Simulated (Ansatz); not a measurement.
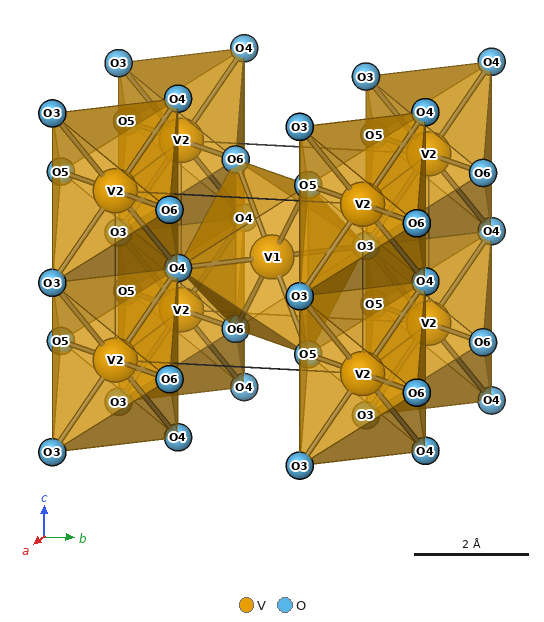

The structure as given in the input (polyhedral view of the cell of the calculation, seen slightly off an axis; polyhedra are completed across the faces of the cell; atoms are numbered from 1 in the order of the input).

**Two runs on VO2**

System: VO2 (P4₂/mnm, 6 atoms in the cell).
Method of run 1: Kohn-Sham DFT of a periodic cell, PBEsol with D3(BJ), Ansatz PAW, spin-polarised (Ansatz 0.2.0).

The structure derives from a Materials Project entry. Text and figures count atoms from 1; the logs count them from 0 in places.

**Input file, run 1**
```yaml
crystal:
  lattice:
    - [4.5072020454, 0.0, 0.0]
    - [0.0, 4.5072020454, 0.0]
    - [0.0, 0.0, 3.04445]
  atoms:
    - { symbol: V, position: [0.5, 0.5, 0.5], spin: 2.0 }
    - { symbol: V, position: [0.0, 0.0, 0.0], spin: 2.0 }
    - { symbol: O, position: [0.200358, 0.799642, 0.5] }
    - { symbol: O, position: [0.799642, 0.200358, 0.5] }
    - { symbol: O, position: [0.700358, 0.700358, 0.0] }
    - { symbol: O, position: [0.299642, 0.299642, 0.0] }
hamiltonian:
  xc: pbesol
  pseudopotentials: { kind: paw }
  dispersion: d3bj
magnetization:
  spin_polarized: true
kpoints:
  mp_grid: { grid: [6, 6, 9] }
scf:
  occupations: { method: fermi_dirac, width: 0.05 }
output:
  forces: true
  stress: true
  write_density: true
  write_potential: true
  elf: true
  volumetric_format: npy
relax:
  f_tol: 0.01
  max_steps: 40
  cell: { stress_tol: 0.05 }
```

Command:
```bash
ansatz run input.yaml --threads 2 --pin off --max-ram 5632MiB --backend cpu --events-out ev --progress --plain --runs-dir out
```

Hardware: 2 threads of Intel Xeon @ 2.50GHz (Skylake/Cascade Lake), 189 GiB of memory available, shared host.

**Output, shortened to warnings, some set-up lines, iterations and results (run 1)**
```
Basis set: ecut = 420 eV, 1195 PW (Γ), exchange–correlation on 64×64×48 points (8 copies of the dense FFT grid, shifted against one another)
Symmetry: 16 space group operations
k-points: 50 of 324
Initial density: superposition of atomic densities (chi_scale 0.1, normalization cell, long waves kept (reshape's long-wave potential 0.00 eV rms))
[...]
SCF iter   1: F=—  HF=-8018.822982 eV  |F-HF|=—  |Δ(HF+E_count)|=         —  Δρ=4.41e-2 (↑3.45e-2 ↓4.41e-2)  dr2=9.01e-1  dr2_m=6.17e-1  M=2.000 μB ∫|m|=3.210 μB  β_m=0.30  …
SCF iter   2: F=—  HF=-8018.751573 eV  |F-HF|=—  |Δ(HF+E_count)|=   7.14e-2  Δρ=3.32e-2 (↑2.54e-2 ↓3.32e-2)  dr2=6.02e-1  dr2_m=3.21e-1  M=2.000 μB ∫|m|=3.138 μB  β_m=0.65  …
SCF iter   3: F=—  HF=-8018.986629 eV  |F-HF|=—  |Δ(HF+E_count)|=   2.35e-1  Δρ=1.05e-2 (↑1.05e-2 ↓5.66e-3)  dr2=1.03e-1  dr2_m=1.78e-2  M=2.000 μB ∫|m|=2.805 μB  β_m=0.65  …
SCF iter   4: F=—  HF=-8018.968449 eV  |F-HF|=—  |Δ(HF+E_count)|=         —  Δρ=7.61e-3 (↑7.61e-3 ↓3.48e-3)  dr2=2.80e-2  dr2_m=1.29e-2  M=2.000 μB ∫|m|=2.624 μB  β_m=0.65  …
SCF iter   5: F=—  HF=-8018.986844 eV  |F-HF|=—  |Δ(HF+E_count)|=   1.84e-2  Δρ=2.81e-3 (↑2.55e-3 ↓2.81e-3)  dr2=7.92e-3  dr2_m=2.70e-3  M=2.000 μB ∫|m|=2.594 μB  β_m=0.83  …
[... 73 lines ...]
SCF iter   4: F=—  HF=-8019.576904 eV  |F-HF|=—  |Δ(HF+E_count)|=   2.49e-9  Δρ=2.32e-7 (↑2.31e-7 ↓2.32e-7)  dr2=8.58e-11  dr2_m=9.62e-13  M=1.946 μB ∫|m|=2.260 μB  β_m=0.89  …
SCF iter   5: F=—  HF=-8019.576904 eV  |F-HF|=—  |Δ(HF+E_count)|=  9.09e-11  Δρ=6.72e-8 (↑6.72e-8 ↓5.22e-8)  dr2=6.10e-12  dr2_m=2.47e-13  M=1.946 μB ∫|m|=2.260 μB  β_m=0.86  …
SCF iter   6: F=-8019.576904 eV  HF=-8019.576904 eV  |F-HF|=3.64e-12  |Δ(HF+E_count)|=  1.82e-12  Δρ=4.90e-8 (↑4.90e-8 ↓4.08e-8)  dr2=6.08e-12  dr2_m=1.13e-14  M=1.946 μB …
SCF 8 converged in 6 iterations: F = -8019.576904 eV  dr2 = 6.08e-12
relax step   8: F+E_penalty+E_count = -8019.57690363 eV  Δ(F+E_penalty+E_count) = +4.730e-4 eV  max|allowed force component| = 2.972e-5 eV/Å  Δτ_max = 0.0000 Å  P = -0.012 …
basis re-selected at this cell: Δ(F+E_penalty+E_count) = +4.730e-4 eV, ΔP = -0.011 GPa vs the last step (what re-selecting the basis moved, of the pressure what is left beyond the Pulay correction that the steps carried, after the strain that the cell walked since its last selection, with what the …
SCF converged after 6 iterations
Magnetization: 1.9456 μB (25.9728 up, 24.0272 down)
Absolute magnetization: 2.2607 μB (∫|ρ↑−ρ↓|, with the PAW one-centre terms)
Spin contamination: 0.0292 ħ² per cell (⟨S²⟩ above its minimum at these occupations)
Per-site moments (μB) at R_I (Å): [(0.776327123888655, 0.7828015296970185), (0.7763271238886549, 0.7828015296970185), (-0.03305967974486346, 0.7828015296970185), (-0.033059679744863416, 0.7828015296970185), (-0.03305967974486343, 0.7828015296970185), (-0.033059679744863395, 0.7828015296970185)]
Free energy (F): -8019.576904 eV
Harris-Foulkes:  -8019.576904 eV  (|F-HF|=3.64e-12)
Internal energy: -8019.553878 eV  (E = F + TS)
E sigma→0 (E₀):  -8019.565391 eV
Entropy (-TS):   -0.023025 eV (-3.838 meV/atom)
Fermi energy:    11.604681 eV
--- Per-component energies (eV) ---
  E_band       = -420.494381
  E_kinetic    = 1371.852748
  E_local      = -3493.543910  (includes V_loc(G=0)·N_el)
  E_nonlocal   = 96.631928
  E_hartree    = 1418.034475
  E_xc         = -550.443037
  E_vxc        = -703.888425  (∫ρ·V_xc dr)
  E_paw        = -2776.533799  (= ΣΔE_a)
  E_vpaw       = -527.625864  (= ΣTr[D̂ρ^β])
  E_aug_tail   = 0.010285  (compensation charges beyond the density's cutoff)
  E_ewald      = -4084.750542
  E_disp       = -1.252537  (pairwise vdW)
  E_core_change = 0.440510  (= ΣΔE_core)
  E_smearing   = -0.023025  (= −TS)
  E_closure    = -0.000000  (closes the sum)
  Σ components = -8019.576904   (vs F -8019.576904, Δ=0.00e0)
--- Forces (eV/Å), atoms counted from 1 ---
  atom   1  V      0.00000000     0.00000000     0.00000000
  atom   2  V      0.00000000     0.00000000    -0.00000000
  atom   3  O     -0.00002972     0.00002972     0.00000000
  atom   4  O      0.00002972    -0.00002972    -0.00000000
  atom   5  O     -0.00002972    -0.00002972     0.00000000
  atom   6  O      0.00002972     0.00002972    -0.00000000
  max |Σ_I F_I| component: 6.94e-18 eV/Å
--- Stress (GPa, compression-positive) ---
       -0.011077      -0.000000       0.000000
[...]
```

For run 2 the input was changed thus:
```diff
-  xc: pbesol
+  xc: rpbe
-  dispersion: d3bj
+  dispersion: d4
```

What does this change do to the results?

The total energies belong to different models, so their difference says nothing on which is more stable or more accurate. The net moment of the cell goes from 1.95 to 2.00 μB. The volume per atom goes from 9.48 to 9.73 Å³. The functional changes from PBEsol to RPBE. The SCF takes 79 iterations over all geometry steps against 67. On the same kind of shared host run 2 took about 2.5 times as long.

**Output, shortened to warnings, some set-up lines, iterations and results (run 2)**
```
Basis set: ecut = 420 eV, 1195 PW (Γ), exchange–correlation on 64×64×48 points (8 copies of the dense FFT grid, shifted against one another)
Symmetry: 16 space group operations
k-points: 50 of 324
Initial density: superposition of atomic densities (chi_scale 0.1, normalization cell, long waves kept (reshape's long-wave potential 0.00 eV rms))
[...]
SCF iter   1: F=—  HF=-8116.772598 eV  |F-HF|=—  |Δ(HF+E_count)|=         —  Δρ=4.80e-2 (↑3.20e-2 ↓4.80e-2)  dr2=1.32e0  dr2_m=6.01e-1  M=2.000 μB ∫|m|=3.279 μB  β_m=0.30  …
SCF iter   2: F=—  HF=-8116.638986 eV  |F-HF|=—  |Δ(HF+E_count)|=   1.34e-1  Δρ=3.52e-2 (↑2.37e-2 ↓3.52e-2)  dr2=7.61e-1  dr2_m=3.10e-1  M=2.000 μB ∫|m|=3.224 μB  β_m=0.64  …
SCF iter   3: F=—  HF=-8116.937258 eV  |F-HF|=—  |Δ(HF+E_count)|=   2.98e-1  Δρ=1.13e-2 (↑1.13e-2 ↓7.77e-3)  dr2=1.51e-1  dr2_m=2.23e-2  M=2.000 μB ∫|m|=2.942 μB  β_m=0.66  …
SCF iter   4: F=—  HF=-8116.935366 eV  |F-HF|=—  |Δ(HF+E_count)|=         —  Δρ=7.94e-3 (↑7.94e-3 ↓3.56e-3)  dr2=3.68e-2  dr2_m=1.27e-2  M=2.000 μB ∫|m|=2.734 μB  β_m=0.66  …
SCF iter   5: F=—  HF=-8116.960041 eV  |F-HF|=—  |Δ(HF+E_count)|=   2.47e-2  Δρ=2.95e-3 (↑2.68e-3 ↓2.95e-3)  dr2=1.09e-2  dr2_m=2.57e-3  M=2.000 μB ∫|m|=2.703 μB  β_m=0.83  …
[... 89 lines ...]
SCF iter   3: F=—  HF=-8117.332231 eV  |F-HF|=—  |Δ(HF+E_count)|=   3.41e-9  Δρ=1.05e-6 (↑1.05e-6 ↓1.03e-6)  dr2=8.92e-10  dr2_m=6.87e-12  M=1.999 μB ∫|m|=2.472 μB  β_m=0.77  …
SCF iter   4: F=—  HF=-8117.332231 eV  |F-HF|=—  |Δ(HF+E_count)|=   1.44e-9  Δρ=4.85e-7 (↑4.85e-7 ↓4.85e-7)  dr2=2.30e-10  dr2_m=1.20e-12  M=1.999 μB ∫|m|=2.472 μB  β_m=0.89  …
SCF iter   5: F=-8117.332231 eV  HF=-8117.332231 eV  |F-HF|=1.46e-11  |Δ(HF+E_count)|=  4.66e-10  Δρ=1.64e-7 (↑1.64e-7 ↓1.45e-7)  dr2=4.12e-11  dr2_m=2.06e-13  M=1.999 μB …
SCF 10 converged in 5 iterations: F = -8117.332231 eV  dr2 = 4.12e-11
relax step  10: F+E_penalty+E_count = -8117.33223074 eV  Δ(F+E_penalty+E_count) = +2.513e-4 eV  max|allowed force component| = 3.161e-4 eV/Å  Δτ_max = 0.0000 Å  P = -0.001 …
basis re-selected at this cell: Δ(F+E_penalty+E_count) = +2.513e-4 eV, ΔP = -0.006 GPa vs the last step (what re-selecting the basis moved, of the pressure what is left beyond the Pulay correction that the steps carried, after the strain that the cell walked since its last selection, with what the …
SCF converged after 5 iterations
Magnetization: 1.9992 μB (25.9996 up, 24.0004 down)
Absolute magnetization: 2.4719 μB (∫|ρ↑−ρ↓|, with the PAW one-centre terms)
Spin contamination: 0.0444 ħ² per cell (⟨S²⟩ above its minimum at these occupations)
Per-site moments (μB) at R_I (Å): [(0.8364892260612852, 0.7897726397808147), (0.8364892260612857, 0.7897726397808147), (-0.052220750715099316, 0.7897726397808148), (-0.05222075071509946, 0.7897726397808147), (-0.05222075071509939, 0.7897726397808147), (-0.05222075071509935, 0.7897726397808147)]
Free energy (F): -8117.332231 eV
Harris-Foulkes:  -8117.332231 eV  (|F-HF|=1.46e-11)
Internal energy: -8117.310211 eV  (E = F + TS)
E sigma→0 (E₀):  -8117.321221 eV
Entropy (-TS):   -0.022019 eV (-3.670 meV/atom)
Fermi energy:    11.347915 eV
--- Per-component energies (eV) ---
  E_band       = -430.952463
  E_kinetic    = 1374.434566
  E_local      = -3541.553957  (includes V_loc(G=0)·N_el)
  E_nonlocal   = 86.571253
  E_hartree    = 1441.524547
  E_xc         = -558.139876
  E_vxc        = -708.374108  (∫ρ·V_xc dr)
  E_paw        = -2866.058650  (= ΣΔE_a)
  E_vpaw       = -525.089535  (= ΣTr[D̂ρ^β])
  E_aug_tail   = 0.010285  (compensation charges beyond the density's cutoff)
  E_ewald      = -4050.947967
  E_disp       = -2.963105  (pairwise vdW)
  E_core_change = -0.187308  (= ΣΔE_core)
  E_smearing   = -0.022019  (= −TS)
  E_closure    = -0.000000  (closes the sum)
  Σ components = -8117.332231   (vs F -8117.332231, Δ=0.00e0)
--- Forces (eV/Å), atoms counted from 1 ---
  atom   1  V      0.00000000    -0.00000000     0.00000000
  atom   2  V      0.00000000     0.00000000     0.00000000
  atom   3  O      0.00031608    -0.00031608     0.00000000
  atom   4  O     -0.00031608     0.00031608    -0.00000000
  atom   5  O      0.00031608     0.00031608     0.00000000
  atom   6  O     -0.00031608    -0.00031608    -0.00000000
  max |Σ_I F_I| component: 3.47e-18 eV/Å
--- Stress (GPa, compression-positive) ---
        0.001577       0.000000       0.000000
[...]
```

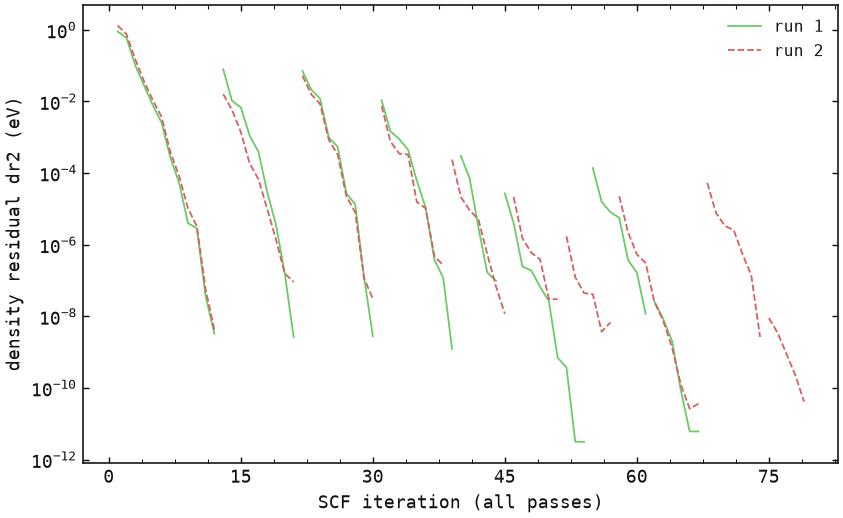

Convergence of the two runs: density residual dr2 against the SCF iteration. A break in a curve parts two SCF passes. Run 1 takes 67 iterations in all, and run 2 takes 79.

**The two runs side by side**

```csv
quantity,run 1,run 2
outcome,converged,converged
free energy per atom (eV),−1336.5962,−1352.8887
"energy per atom, smearing taken to zero (eV)",−1336.5942,−1352.8869
gap on the mesh (eV),0.00,0.00
net moment of the cell (μB),1.95,2.00
absolute moment of the cell (μB),2.26,2.47
pressure (GPa),−0.01,0.00
volume per atom (Å³),9.48,9.73
largest force (eV/Å),0.000,0.000
SCF iterations,67,79
irreducible k-points,50,50
wall time (shared host),1.8 min,4.4 min
```

For run 2: Points of doubt noted for this run: forces on files of another functional.
